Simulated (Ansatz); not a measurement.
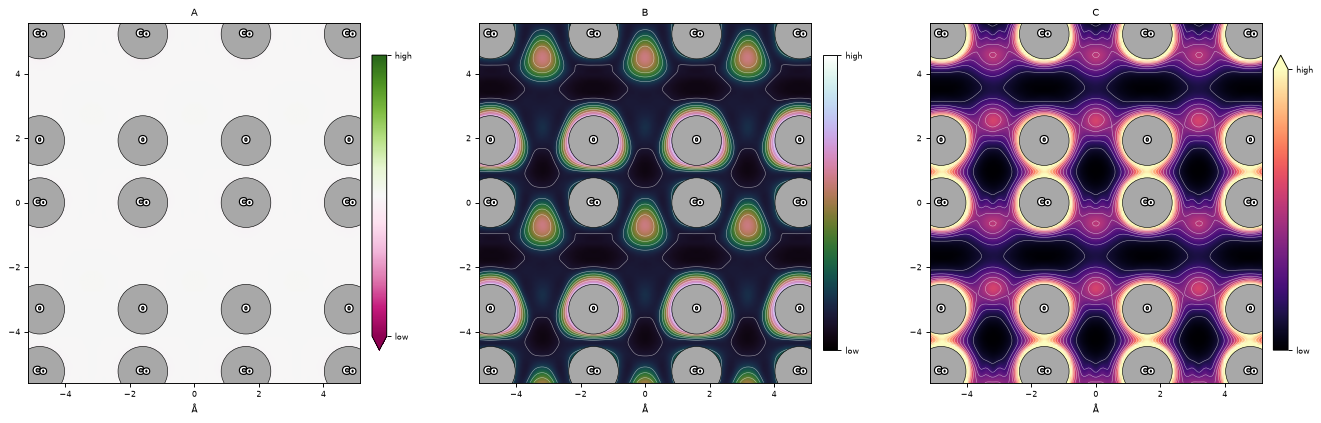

CoO: 3 fields on the (100) plane of the cell of the magnetic structure, with unlabelled colour scales. Grey discs cover the atomic cores.

Space group P6₃mc; a structure from a database of computed crystals, not necessarily the ambient phase; computed pressure about −18 GPa in this cell; the program warned that a starting moment wasn't kept; spin-polarised.

The calculation used Ansatz 0.2.0, Kohn-Sham DFT of a periodic cell, LDA, Ansatz PAW.

Input

```
crystal:
  lattice:
    - [3.1976457435, 0.0, 0.0]
    - [-1.5988228718, 2.7692424462, 0.0]
    - [0.0, 0.0, 5.22870971]
  atoms:
    - { symbol: Co, position: [0.3333333333, 0.6666666667, 0.50336241], spin: 2.0 }
    - { symbol: Co, position: [0.0, 0.0, 0.00347414], spin: 2.0 }
    - { symbol: O, position: [0.3333333333, 0.6666666667, 0.8715556] }
    - { symbol: O, position: [0.0, 0.0, 0.37160885] }
hamiltonian:
  xc: lda
  pseudopotentials: { kind: paw }
magnetization:
  spin_polarized: true
kpoints:
  mp_grid: { grid: [10, 10, 5] }
scf:
  occupations: { method: fermi_dirac, width: 0.05 }
output:
  forces: true
  stress: true
  eigenvalues: true
  write_density: true
  write_potential: true
  elf: true
  volumetric_format: npy
```

Command:

```sh
ansatz run input.yaml --threads 2 --pin off --max-ram 5632MiB --backend cpu --events-out ev --progress --plain --runs-dir out
```

Below, planes, directions and counts refer to the cell of the magnetic structure (a = 3.20 Å, b = 3.20 Å, c = 5.23 Å, α = 90.00°, β = 90.00°, γ = 120.00°).

Question: The panels show electron localisation function, spin density and valence pseudo-density in some order. Assign them.

Answer: Panel A: spin density (confined to the magnetic sites and close to zero elsewhere). Panel B: electron localisation function. Panel C: valence pseudo-density. From the grid: Co–O (1.92 Å): ρ at the midpoint is about 0.74 e/Å³; the ELF peaks at about 0.85 in the valence shell of O, 0.6 Å from its nucleus, and is about 0.20 at the midpoint; no localised pair shows between them.
